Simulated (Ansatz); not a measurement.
# Two runs on TiO2

System: TiO2 (3 atoms in the cell).
Method of the first run: DFT, PBE, plane waves, PAW, no spin polarisation (Ansatz 0.2.0).

The structure was built on a prototype by a generator. The geometry comes from this level: r2SCAN (a point of a series of strains). Text and figures count atoms from 1; the logs count them from 0 in places.

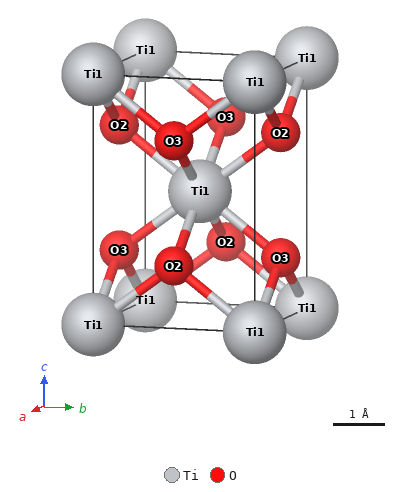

Fig. 1: The input geometry (ball-and-stick view of the cell 2 times as large as that of the calculation, set on its symmetry axes, seen slightly off an axis; atoms are numbered from 1 in the order of the input).

**Input, the first run**
```yaml
crystal:
  lattice:
    - [0.0, 2.3968272579, 2.526974978]
    - [2.3968272579, 0.0, 2.526974978]
    - [2.3968272579, 2.3968272579, 0.0]
  atoms:
    - { symbol: Ti, position: [0.0, 0.0, 0.0] }
    - { symbol: O, position: [0.25, 0.25, 0.25] }
    - { symbol: O, position: [0.75, 0.75, 0.75] }
kpoints:
  mp_grid: { grid: [10, 10, 10] }
  band_path:
    path:
      - [0.0, 0.0, 0.0]
      - [0.5, 0.0, 0.5]
      - [0.625, 0.25, 0.625]
      - [0.375, 0.375, 0.75]
      - [0.5, 0.5, 0.5]
      - [0.5, 0.25, 0.75]
    npoints: 1
hamiltonian:
  xc: pbe
scf:
  occupations: { method: fermi_dirac, width: 0.02 }
  n_extra_bands: 4
output:
  forces: true
  stress: true
  eigenvalues: true
```

Hardware: 4 threads of an Arm (aarch64) CPU, shared host.

**Output, shortened to warnings, some set-up lines, iterations and results (the first run)**
```
Basis set: ecut = 420 eV, 553 PW (Γ), exchange–correlation on 48×48×48 points (8 copies of the dense FFT grid, shifted against one another)
Symmetry: 16 space group operations
k-points: 102 of 1000
Initial density: superposition of atomic densities (neutral atoms: chi_scale 0, normalization atom), corrected by the library's trained network
[...]
SCF iter   1: F=—  HF=-3637.729131 eV  |F-HF|=—  |Δ(HF+E_count)|=         —  Δρ=3.10e-3  dr2=7.60e-4  ethr=1.77e-3  ⟨swp⟩=5.5  Hψ=7208  notcnv=0
SCF iter   2: F=—  HF=-3637.730301 eV  |F-HF|=—  |Δ(HF+E_count)|=   1.17e-3  Δρ=2.14e-3  dr2=8.81e-4  ethr=3.16e-6  ⟨swp⟩=2.1  Hψ=3631  notcnv=0
SCF iter   3: F=—  HF=-3637.730571 eV  |F-HF|=—  |Δ(HF+E_count)|=   2.71e-4  Δρ=2.13e-3  dr2=1.19e-3  ethr=3.16e-6  ⟨swp⟩=2.3  Hψ=2984  notcnv=0
SCF iter   4: F=—  HF=-3637.730555 eV  |F-HF|=—  |Δ(HF+E_count)|=   1.61e-5  Δρ=1.33e-4  dr2=2.57e-6  ethr=3.16e-6  ⟨swp⟩=2.0  Hψ=2552  notcnv=0
SCF iter   5: F=—  HF=-3637.730585 eV  |F-HF|=—  |Δ(HF+E_count)|=   2.93e-5  Δρ=4.07e-5  dr2=2.09e-7  ethr=1.07e-8  ⟨swp⟩=2.0  Hψ=2832  notcnv=0
SCF iter   6: F=-3637.730585 eV  HF=-3637.730585 eV  |F-HF|=1.95e-8  |Δ(HF+E_count)|=   1.67e-7  Δρ=1.15e-5  dr2=1.51e-8  ethr=4.17e-10  ⟨swp⟩=5.0  Hψ=6637  notcnv=0
SCF 1 converged in 6 iterations: F = -3637.730585 eV  dr2 = 1.51e-8
NSCF: frozen V_eff on 6 k-points
SCF converged after 6 iterations
Free energy (F): -3637.730585 eV
Harris-Foulkes:  -3637.730585 eV  (|F-HF|=1.95e-8)
Internal energy: -3637.730585 eV  (E = F + TS)
E sigma→0 (E₀):  -3637.730585 eV
Fermi energy:    11.925650 eV
--- Per-component energies (eV) ---
  E_band       = -158.003076
  E_kinetic    = 620.767458
  E_local      = -1335.783094  (includes V_loc(G=0)·N_el)
  E_nonlocal   = 98.677009
  E_hartree    = 503.461468
  E_xc         = -246.178262
  E_vxc        = -311.827681  (∫ρ·V_xc dr)
  E_paw        = -1360.172591  (= ΣΔE_a)
  E_vpaw       = -236.765277  (= ΣTr[D̂ρ^β])
  E_aug_tail   = 0.004883  (compensation charges beyond the density's cutoff)
  E_ewald      = -1918.507456
  E_smearing   = -0.000000  (= −TS)
  E_closure    = 0.000000  (closes the sum)
  Σ components = -3637.730585   (vs F -3637.730585, Δ=0.00e0)
--- Forces (eV/Å), atoms counted from 1 ---
  atom   1  Ti    -0.00000000     0.00000000     0.00000000
  atom   2  O     -0.00000000    -0.00000000     0.00000000
  atom   3  O      0.00000000     0.00000000     0.00000000
  max |Σ_I F_I| component: 1.73e-18 eV/Å
--- Stress (GPa, compression-positive) ---
        1.978753       0.000000       0.000000
        0.000000       1.978753       0.000000
        0.000000       0.000000     -24.212360
  P = ⅓ Tr σ = -6.7516 GPa (-67.516 kbar)
```

For the second run the input was changed thus:
```diff
-  xc: pbe
+  xc: r2scan
-  occupations: { method: fermi_dirac, width: 0.02 }
+  occupations: { method: fixed }
```

What does this change do to the results?

The total energies belong to different methods, so their difference says nothing on which is more stable or more accurate. The gap on the mesh goes from 0.75 to 1.09 eV. The pressure goes from −6.75 to −12.72 GPa. The functional changes from PBE to r2SCAN. The SCF takes 8 iterations against 6. The default cutoff goes from 420 to 500 eV with the change. The plane waves at Γ go from 553 to 741.

**Output, shortened to warnings, some set-up lines, iterations and results (the second run)**
```
Basis set: ecut = 500 eV, 741 PW (Γ), exchange–correlation on 108×108×100 points (64 copies of the dense FFT grid, shifted against one another)
Symmetry: 16 space group operations
k-points: 102 of 1000
Initial density: superposition of atomic densities (neutral atoms: chi_scale 0, normalization atom), corrected by the library's trained network
[...]
SCF iter   1: F=—  HF=-3645.305445 eV  |F-HF|=—  |Δ(HF+E_count)|=         —  Δρ=3.47e-2  dr2=4.16e-1  dr2_τ=2.04e-1  ethr=1.77e-3  ⟨swp⟩=3.9  Hψ=7189  notcnv=0  defer=204
SCF iter   2: F=—  HF=-3645.505179 eV  |F-HF|=—  |Δ(HF+E_count)|=   2.00e-1  Δρ=6.24e-2  dr2=1.17e0  dr2_τ=1.12e-1  ethr=1.73e-3  ⟨swp⟩=2.9  Hψ=4034  notcnv=0  defer=56  …
SCF iter   3: F=—  HF=-3645.327520 eV  |F-HF|=—  |Δ(HF+E_count)|=   1.78e-1  Δρ=6.71e-3  dr2=1.28e-2  dr2_τ=5.72e-4  ethr=1.73e-3  ⟨swp⟩=2.2  Hψ=2748  notcnv=0  defer=8
SCF iter   4: F=—  HF=-3645.327757 eV  |F-HF|=—  |Δ(HF+E_count)|=   2.37e-4  Δρ=5.52e-3  dr2=9.82e-3  dr2_τ=5.65e-4  ethr=5.33e-5  ⟨swp⟩=2.4  Hψ=2853  notcnv=0  defer=204
SCF iter   5: F=—  HF=-3645.326420 eV  |F-HF|=—  |Δ(HF+E_count)|=   1.34e-3  Δρ=2.29e-3  dr2=1.69e-3  dr2_τ=2.45e-5  ethr=4.09e-5  ⟨swp⟩=2.0  Hψ=2125  notcnv=0  defer=204
SCF iter   6: F=—  HF=-3645.326133 eV  |F-HF|=—  |Δ(HF+E_count)|=   2.87e-4  Δρ=4.17e-4  dr2=5.57e-5  dr2_τ=7.97e-7  ethr=7.04e-6  ⟨swp⟩=2.0  Hψ=2220  notcnv=0  defer=204
SCF iter   7: F=—  HF=-3645.326125 eV  |F-HF|=—  |Δ(HF+E_count)|=   7.30e-6  Δρ=5.82e-5  dr2=1.20e-6  dr2_τ=1.25e-8  ethr=2.32e-7  ⟨swp⟩=2.2  Hψ=2021  notcnv=0  defer=1
SCF iter   8: F=-3645.326125 eV  HF=-3645.326125 eV  |F-HF|=2.38e-9  |Δ(HF+E_count)|=   6.89e-8  Δρ=4.16e-6  dr2=3.06e-9  dr2_τ=2.07e-10  ethr=4.17e-10  ⟨swp⟩=4.5  Hψ=7933  …
SCF 1 converged in 8 iterations: F = -3645.326125 eV  dr2 = 3.06e-9
NSCF: frozen V_eff on 6 k-points
SCF converged after 8 iterations
Free energy (F): -3645.326125 eV
Harris-Foulkes:  -3645.326125 eV  (|F-HF|=2.38e-9)
Internal energy: -3645.326125 eV  (E = F + TS)
E sigma→0 (E₀):  -3645.326125 eV
Fermi energy:    11.266626 eV
--- Per-component energies (eV) ---
  E_band       = -182.239255
  E_kinetic    = 622.659583
  E_local      = -1332.999968  (includes V_loc(G=0)·N_el)
  E_nonlocal   = 96.413024
  E_hartree    = 501.435907
  E_xc         = -241.212344
  E_vxc        = -346.009143  (∫ρ·V_xc dr)
  E_paw        = -1372.799486  (= ΣΔE_a)
  E_vpaw       = -247.735748  (= ΣTr[D̂ρ^β])
  E_aug_tail   = 0.001954  (compensation charges beyond the density's cutoff)
  E_vtau       = 22.556831  (kinetic-family band-sum trace: ∫τ·v_τ [+ j·A + Jᵃ·Aᵃ] dr)
  E_ewald      = -1918.507456
  E_core_change = -0.317339  (= ΣΔE_core)
  E_smearing   = -0.000000  (= −TS)
  E_closure    = -0.000000  (closes the sum)
  Σ components = -3645.326125   (vs F -3645.326125, Δ=0.00e0)
--- Forces (eV/Å), atoms counted from 1 ---
  atom   1  Ti    -0.00000000     0.00000000    -0.00000000
  atom   2  O     -0.00000000     0.00000000     0.00000000
  atom   3  O     -0.00000000     0.00000000     0.00000000
  max |Σ_I F_I| component: 5.55e-17 eV/Å
--- Stress (GPa, compression-positive) ---
       -3.327155       0.000000       0.000000
        0.000000      -3.327155       0.000000
        0.000000       0.000000     -31.497032
  P = ⅓ Tr σ = -12.7171 GPa (-127.171 kbar)
```

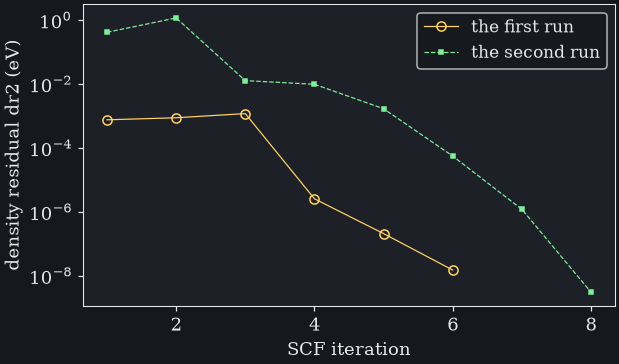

Fig. 2: Convergence of the two runs: density residual dr2 against the SCF iteration. The first run takes 6 iterations in all, and the second run takes 8.

**The two runs side by side**

| quantity | the first run | the second run |
| --- | --- | --- |
| outcome | converged | converged |
| free energy per atom (eV) | −1212.5769 | −1215.1087 |
| gap on the mesh (eV) | 0.75 | 1.09 |
| pressure (GPa) | −6.75 | −12.72 |
| largest force (eV/Å) | 0.000 | 0.000 |
| SCF iterations | 6 | 8 |
| irreducible k-points | 102 | 102 |
| plane waves at Γ | 553 | 741 |
| wall time (shared host) | 0.92 s | 2.2 s |
